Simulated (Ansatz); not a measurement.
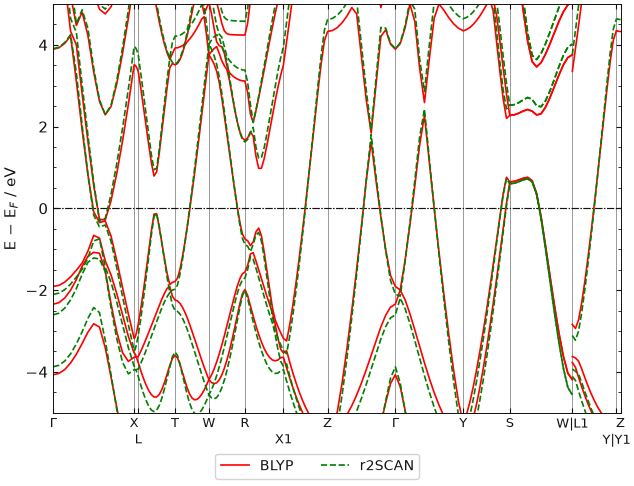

Band structures of Ge, space group Imma, 2 atoms in the primitive cell (a = 3.91 Å, b = 3.91 Å, c = 3.91 Å, α = 100.77°, β = 94.74°, γ = 136.93°), by two methods on the same cell. Each is counted from its own Fermi level.

Q: What changes from one method to the other?

A: Both give a metal. Levels within 1 eV of the Fermi level differ by 0.07 eV on average and by 0.26 eV at most (between R and X1). Filled levels 1 to 5 eV under it lie 0.23 eV deeper on average in r2SCAN than in BLYP.

Settings. BLYP: Ansatz PAW, no spin polarisation, no spin-orbit coupling, 11×11×11 k mesh, 420 eV cutoff, Fermi-Dirac smearing of 0.05 eV (Ansatz 0.2.0). r2SCAN: Ansatz PAW, no spin polarisation, no spin-orbit coupling, 11×11×11 k mesh, 500 eV cutoff, Fermi-Dirac smearing of 0.05 eV (Ansatz 0.2.0).

In reduced coordinates of the cell that was run, X is (0.323, 0.323, −0.323), L is (0.295, 0.352, −0.295), T is (0, 0.5, 0), W is (0.25, 0.25, 0.25), R is (0.5, 0, 0), X1 is (0.677, −0.323, 0.323), Z is (0.5, −0.5, 0.5), Y is (−0.472, 0.472, 0.472), S is (0, 0, 0.5), L1 is (−0.295, 0.648, 0.295) and Y1 is (0.472, −0.472, 0.528). The cell is at 7 GPa in BLYP and −1 GPa in r2SCAN. The PAW data sets were made with another functional. This isn't the form of Ge at room conditions, which is diamond.
